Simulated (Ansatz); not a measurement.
System: Co3Si.

Input

```
crystal:
  lattice:
    - [4.8891302239, 0.0, 0.0]
    - [-2.4445651119, 4.2341109763, 0.0]
    - [0.0, 0.0, 3.9040737741]
  atoms:
    - { symbol: Co, position: [0.1664189026, 0.3328378052, 0.75] }
    - { symbol: Co, position: [0.6671621948, 0.8335810974, 0.75] }
    - { symbol: Co, position: [0.1664189026, 0.8335810974, 0.75] }
    - { symbol: Co, position: [0.8335810974, 0.6671621948, 0.25] }
    - { symbol: Co, position: [0.3328378052, 0.1664189026, 0.25] }
    - { symbol: Co, position: [0.8335810974, 0.1664189026, 0.25] }
    - { symbol: Si, position: [0.6666666667, 0.3333333333, 0.7596053513] }
    - { symbol: Si, position: [0.3333333333, 0.6666666667, 0.2596053513] }
basis:
  ecutwfc: 420
kpoints:
  mp_grid: { grid: [12, 12, 10] }
hamiltonian:
  xc: pbesol
scf:
  occupations: { method: gaussian, width: 0.15 }
output:
  forces: true
  stress: true
  eigenvalues: true
  write_density: true
  write_potential: true
  elf: true
  volumetric_format: npy
```

Launched as:

```sh
ansatz run input.yaml --threads 2 --pin off --max-ram 5120MiB --backend cpu --events-out ev --progress --plain --runs-dir out
```

Below, planes, directions and counts refer to the conventional cell (a = 4.89 Å, b = 4.89 Å, c = 3.90 Å, α = 90.00°, β = 90.00°, γ = 120.00°).

Space group P6₃mc; a structure from a database of computed crystals, not necessarily the ambient phase; changed on purpose from its base cell (all Si atoms moved +0.037 Å, as atom 7 along Cartesian [0 0 1]); not relaxed (largest force 0.4 eV/Å); computed without spin polarisation.

Computed with DFT PBEsol, scalar-relativistic, plane waves, PAW (Ansatz).

Q: Predict the valence pseudo-density and electron localisation function between the atoms.

A: Co–Si (2.44 Å): ρ at the midpoint is about 0.39 e/Å³; the ELF peaks at about 0.60 in the valence shell of Si, 0.9 Å from its nucleus, and is about 0.40 at the midpoint.

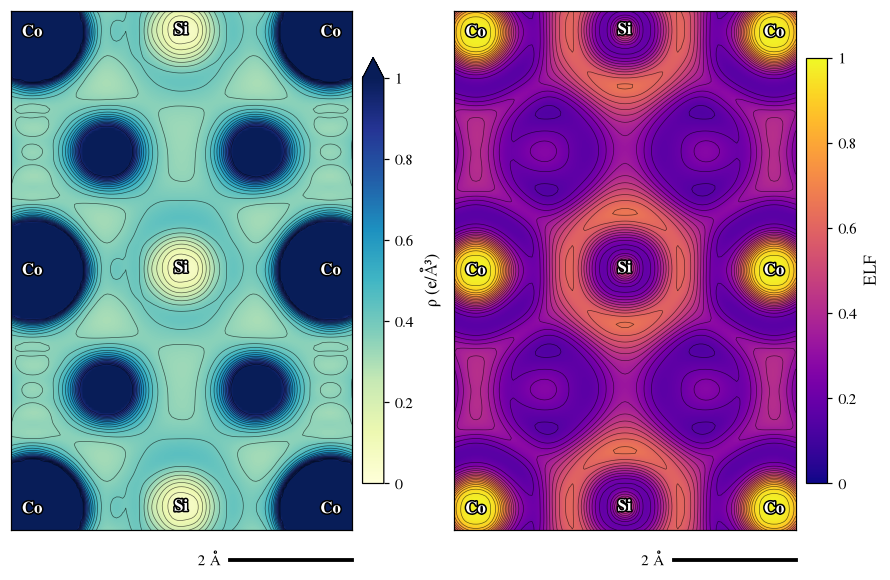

Computed valence pseudo-density and electron localisation function on the (010) plane of the conventional cell, in this order. Atoms just off the plane (Co, 0.7 Å away) can leave unmarked features too.
